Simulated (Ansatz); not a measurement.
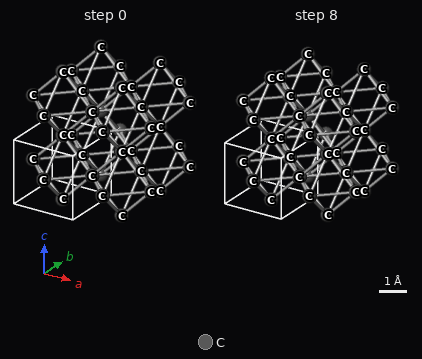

The structure of a crystal of C (a generated structure, set up in Pm-3m) before (left) and after (right) a relaxation, at one scale.

The picture is a ball-and-stick view of the cell of the calculation, repeated 2 × 2 × 2 with one cell outlined, seen from a free direction.

The run lets cell and atoms move.

Method: Ansatz, Kohn-Sham DFT of a periodic cell, LDA, Ansatz PAW.

Input file:
```yaml
crystal:
  lattice:
    - [2.61972, 0.0, 0.0]
    - [0.0, 2.61972, 0.0]
    - [0.0, 0.0, 2.61972]
  atoms:
    - { symbol: C, position: [0.0, 0.5, 0.5] }
    - { symbol: C, position: [0.5, 0.0, 0.5] }
    - { symbol: C, position: [0.5, 0.5, 0.0] }
hamiltonian:
  xc: lda
  pseudopotentials: { kind: paw }
kpoints:
  mp_grid: { grid: [10, 10, 10] }
scf:
  occupations: { method: fermi_dirac, width: 0.05 }
output:
  forces: true
  stress: true
  eigenvalues: true
  write_density: true
  write_potential: true
  elf: true
  volumetric_format: npy
relax:
  f_tol: 0.01
  max_steps: 40
  cell: { stress_tol: 0.05, p_target: 30.0 }
```

Launched with:
```bash
ansatz run input.yaml --threads 2 --pin off --max-ram 5632MiB --backend cpu --events-out ev --progress --plain --runs-dir out
```

Question: Describe what moved and what it gained.

Answer: Over 6 accepted moves (8 points after the start) the energy rises by 17.3 meV per atom. With the target pressure of 30 GPa, the enthalpy E + pV changes by −134 meV per atom. All forces vanish by symmetry, so only the cell relaxes. Pressure: −13.17 GPa at the start and 29.99 GPa at the end. The SCF was repeated twice at an unchanged geometry on a basis and grid sized afresh for the cell, which shifted the energy by 4.5 meV per atom at most. The atoms keep their places relative to the cell (all moves are under 0.005 Å). The volume changes by −13.5 %, with a = b = c 2.620 → 2.496 Å (−4.7 %). Among the contacts that change: C–C 1.852 → 1.765 Å. The space group stays Pm-3m (No. 221). The run took 3.4 s on 2 threads of Arm Neoverse V2, with other jobs on the host, peak memory 0.26 GiB.
